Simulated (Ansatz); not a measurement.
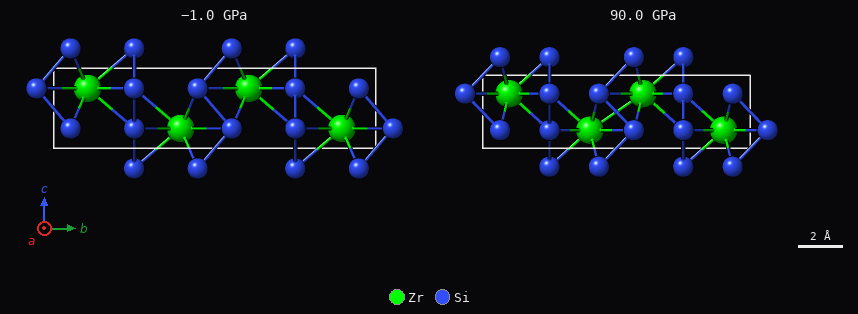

Crystalline ZrSi2 (set up in Cmcm), relaxed (cell and atoms) at several target pressures. The picture shows the first and the last member. Style: ball-and-stick. Shown: the conventional cell (2 times the calculation's cell), along the a axis. Lengths and directions refer to the drawn axes.

Computed with Ansatz 0.2.0: DFT PBE, scalar-relativistic, plane waves, PAW. (plane-wave cutoff 420 eV; k-point mesh 10 × 10 × 10 at −1.0 to 50.0, 12 × 12 × 10 at 90.0 GPa; occupations gaussian; smearing width 0.1 eV; no spin polarisation; cell and atoms relaxed; force threshold 0.008 eV/Å)

```tsv
pressure (GPa)	volume (Å³/atom)	a (Å)	b (Å)	c (Å)
−1.0	16.939	3.713	14.851	3.687
0.0	16.799	3.705	14.788	3.679
1.0	16.666	3.696	14.735	3.672
4.0	?	?	?	?
12.0	15.469	3.622	14.211	3.606
25.0	14.451	3.559	13.728	3.549
50.0	13.099	3.476	13.054	3.464
90.0	11.704	3.387	12.331	3.363
```

One row is withheld. What does the calculation give there?

Murnaghan's form V = V₀(1 + B′P/B₀)^(−1/B′), with V₀ = 16.799 Å³ from the row at zero pressure, fits the other rows with B₀ = 127 GPa and B′ = 3.39 (largest miss 0.017 Å³). At 4.0 GPa it gives 16.799 × (1 + 3.39 × 4.0/127)^(−1/3.39) = 16.304 Å³ per atom. The calculation gives 16.293 Å³/atom (a = 3.674 Å, b = 14.577 Å, c = 3.651 Å). The estimate is 0.011 Å³/atom too high. From the first member to the last: Zr–Zr 3.635 → 2.967 Å, Si–Si 3.470 → 2.839 Å, Si–Si 3.456 → 2.828 Å. New bonds form: Zr–Zr (3.64 → 2.97 Å).

The whole series:

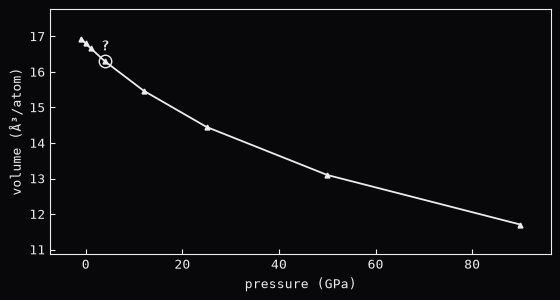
